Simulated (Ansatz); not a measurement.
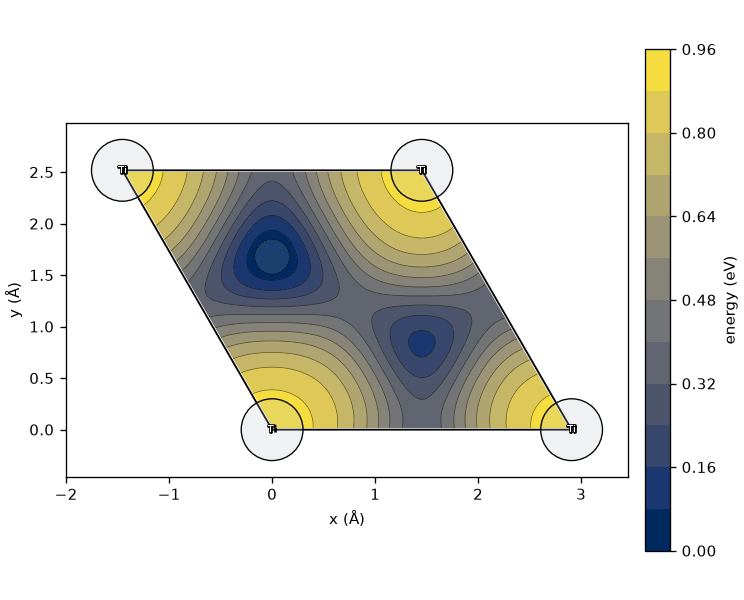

Si on a Ti(111) slab cut from the Fm-3m phase, its upper half relaxed before the scan (12 atoms of substrate and one adsorbate in a 2 × 2 cell). Si is moved over the surface cell; relaxed at each place: the height of the adsorbate's atoms; substrate rigid; the origin of the map has the adsorbate above Ti9. Places are given modulo a cell vector. The map is drawn in real space over the plane of the surface. The scan uses a 6 × 6 grid; 10 points were computed and 26 follow by symmetry. Places are given in fractions of the 1 × 1 surface cell. Energies are in eV, from the lowest grid point. Method: DFT PBE, scalar-relativistic, plane waves, PAW in Ansatz. Settings: cutoff 420 eV, k-mesh 6×6×1, gaussian smearing 0.1 eV, no spin polarisation.

The picture shows filled contours, labelled circles for the atoms of the top layer and small ones for the second layer, the outline of one cell of the plane. Between grid points the surface is interpolated.

The lowest grid point is at a threefold hollow over a second-layer Ti atom, (2/6, 4/6) of the cell vectors. There is a further well near a threefold hollow over a third-layer Ti atom, (4/6, 2/6) of the cell vectors (0.14 eV above the lowest at that grid point). The highest grid point, the top site over a surface Ti atom, (0/6, 0/6) of the cell vectors, lies 0.93 eV above the lowest. On the interpolated surface the easiest way out of the lowest well to the well at a threefold hollow over a third-layer Ti atom, (4/6, 2/6) of the cell vectors passes a barrier of about 0.35 eV. At the lowest point the adsorbate has 3 Ti at 2.52 Å as nearest neighbours, at the highest 1 Ti at 2.32 Å. Its relaxed height above the top atom is 1.87 Å at the lowest and 2.32 Å at the highest point.

Si is replaced by C; all else is set up alike.

Q: What will the new map look like?

A: The lowest place stays at a threefold hollow over a second-layer Ti atom, (2/6, 4/6) of the cell vectors. The span from the lowest to the highest grid point grows from 0.93 to 2.96 eV. The easiest pass out of the lowest well goes from about 0.35 to about 0.91 eV on the interpolated surfaces. Higher wells of the new map: a threefold hollow over a third-layer Ti atom, (4/6, 2/6) of the cell vectors, 0.010 eV up (that grid point lay 0.14 eV up before). In the new map: at the lowest point the adsorbate has 3 Ti at 1.96 Å as nearest neighbours, at the highest 1 Ti at 1.78 Å. Its relaxed height above the top atom is 1.00 Å at the lowest and 1.78 Å at the highest point.

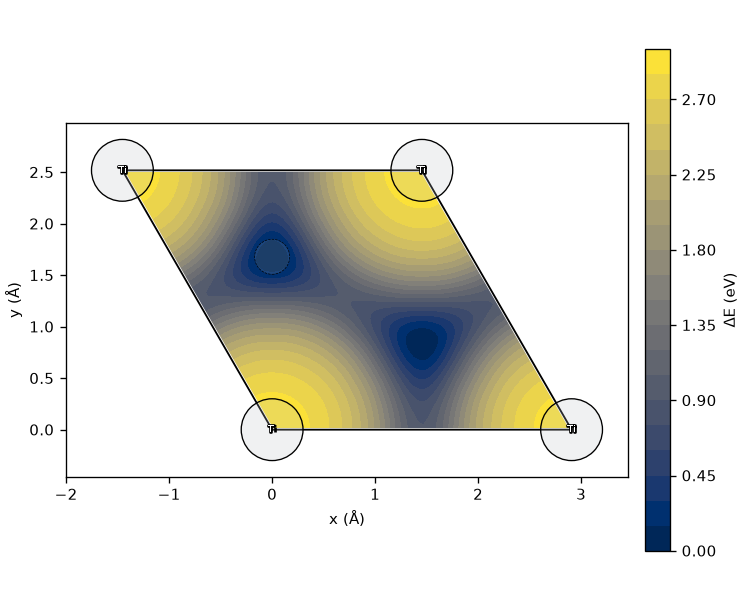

The map after the change, on a colour scale of its own. The picture shows filled contours, labelled circles for the atoms of the top layer and small ones for the second layer, the outline of one cell of the plane. Between grid points the surface is interpolated.

PAW datasets: the set soft_1.
